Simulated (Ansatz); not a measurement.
System: CdSe, space group P6_3mc (No. 186).

The given structure:
```
CELL_PARAMETERS angstrom
4.29850 0.00000 0.00000
-2.14925 3.72261 0.00000
0.00000 0.00000 7.01520
ATOMIC_POSITIONS crystal
Cd 0.66667 0.33333 0.00000
Cd 0.33333 0.66667 0.50000
Se 0.66667 0.33333 0.37500
Se 0.33333 0.66667 0.87500
```

How it was computed, with Ansatz 0.2.0: homogeneous strain of a crystal along one Voigt pattern with engineering shear, fractional coordinates fixed, by plane-wave density functional theory with PAW datasets, free energies less that of the undisturbed cell, pressure positive in compression; scalar-relativistic. Level: r2SCAN, no spin polarisation.

wave cutoff 500 eV; k mesh 6×6×4; occupations Gaussian; smearing width 0.05 eV; k shift (0, 0, 0) (mesh steps); start as given; strain pattern (0, 0, 0, 0, 0, 1) (xx yy zz yz xz xy with engineering shear).

The points at strain −0.1125, −0.0375, 0.075 and 0.15 follow from computed ones by symmetry.

Predict the energy change, tensile stress summed over the strain pattern and pressure against strain. The strain takes the values −0.1500, −0.1125, −0.0750, −0.0375, 0.0000, 0.0187, 0.0375, 0.0562, 0.0750, 0.0937, 0.1125, 0.1312, 0.1500.

The energy rises on both sides of the starting structure, which is therefore a minimum along this path. The energy change is 74.07 meV/atom at strain −0.1500 and 74.07 meV/atom at 0.1500; the lowest computed point is at strain 0.0000 (0.00 meV/atom), and no other minimum shows. The tensile stress summed over the strain pattern rises from −5.5 GPa at strain −0.1500 to 5.5 GPa at 0.1500, and changes sign near 0.000. The pressure goes from 2.770 GPa at strain −0.1500 to 2.770 GPa at 0.1500, not monotonically, with a low of 1.547 GPa at 0.0000.

| strain | energy change (meV/atom) | tensile stress summed over the strain pattern (GPa) | pressure (GPa) |
| --- | --- | --- | --- |
| −0.1500 | 74.07 | −5.5 | 2.770 |
| −0.1125 | 41.34 | −4.1 | 2.231 |
| −0.0750 | 18.26 | −2.7 | 1.849 |
| −0.0375 | 4.55 | −1.4 | 1.622 |
| 0.0000 | 0.00 | 0.0 | 1.547 |
| 0.0187 | 1.13 | 0.7 | 1.566 |
| 0.0375 | 4.55 | 1.4 | 1.622 |
| 0.0562 | 10.24 | 2.0 | 1.716 |
| 0.0750 | 18.26 | 2.7 | 1.849 |
| 0.0937 | 28.59 | 3.4 | 2.020 |
| 0.1125 | 41.34 | 4.1 | 2.231 |
| 0.1312 | 56.43 | 4.8 | 2.480 |
| 0.1500 | 74.07 | 5.5 | 2.770 |

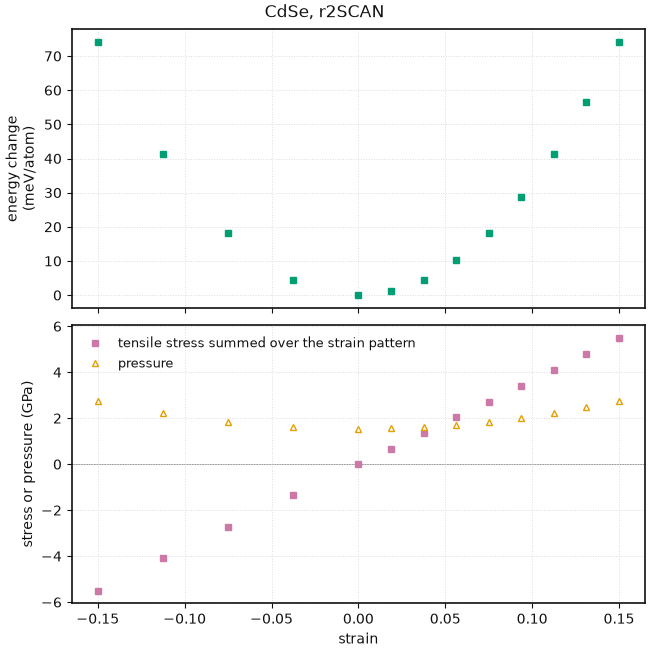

Note: reference crystal is not relaxed.
